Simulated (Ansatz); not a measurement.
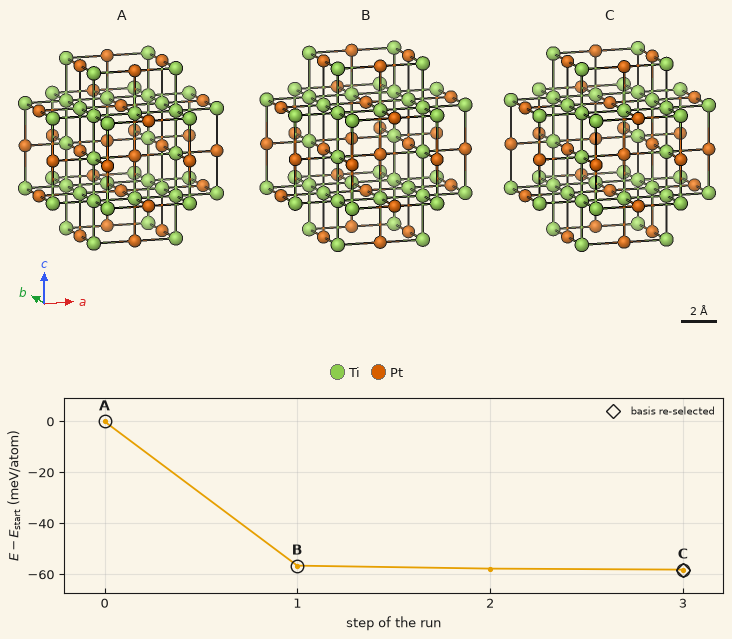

Frames of a relaxation of a crystal of Ti4Pt3 (a generated structure, set up in Pm-3m) (coarse preliminary run), marked on the history of the run. Style: ball-and-stick. Shown: the cell of the calculation, slightly off an axis.

Theory: DFT PBE, scalar-relativistic, plane waves, PAW (Ansatz 0.2.0).

The input:
```yaml
crystal:
  lattice:
    - [4.97730125, 0.0, 0.0]
    - [0.0, 4.97730125, 0.0]
    - [0.0, 0.0, 4.97730125]
  atoms:
    - { symbol: Ti, position: [0.5, 0.0, 0.0] }
    - { symbol: Ti, position: [0.0, 0.5, 0.0] }
    - { symbol: Ti, position: [0.0, 0.0, 0.5] }
    - { symbol: Ti, position: [0.0, 0.0, 0.0] }
    - { symbol: Pt, position: [0.0, 0.5, 0.5] }
    - { symbol: Pt, position: [0.5, 0.0, 0.5] }
    - { symbol: Pt, position: [0.5, 0.5, 0.0] }
basis:
  ecutwfc: 420
kpoints:
  mp_grid: { grid: [4, 4, 4] }
hamiltonian:
  xc: pbe
scf:
  occupations: { method: gaussian, width: 0.1 }
  lower_state_search: "off"
output:
  forces: true
  stress: true
  eigenvalues: true
relax:
  adjacent_minimum: "off"
  f_tol: 0.04
  max_steps: 70
  cell: { stress_tol: 0.4 }
```

Run as
```bash
ansatz run input.yaml --threads 1 --pin off --max-ram 2560MiB --backend cpu --events-out ev --progress --plain --runs-dir out
```

What happens along the run?

Answer. The atoms keep their places relative to the cell (all moves are under 0.005 Å). The drawn cell changes as follows: a = b = c 4.977 → 5.136 Å (+3.2 %); the volume changes by +9.9 %. Among the contacts that change: Ti1–Ti4 2.489 → 2.568 Å, Ti1–Pt6 2.489 → 2.568 Å. The space group stays Pm-3m (No. 221). The energy falls by 58.1 meV per atom in 2 accepted moves (3 points after the start). All forces vanish by symmetry, so only the cell relaxes. The pressure goes from 11.89 to −0.20 GPa. At 1 point the geometry stayed and the basis and grid were re-selected for the new cell (energy shift of 0.4 meV per atom at most each time). The run took 17 s on 1 thread of Intel(R) Xeon(R) Platinum 8375C CPU @ 2.90GHz (Ice Lake), on a shared host, peak memory 0.49 GiB. From step 0 to 1: volume +11.1 %, energy −56.6 meV per atom. From step 1 to 3: volume −1.1 %, energy −1.6 meV per atom.
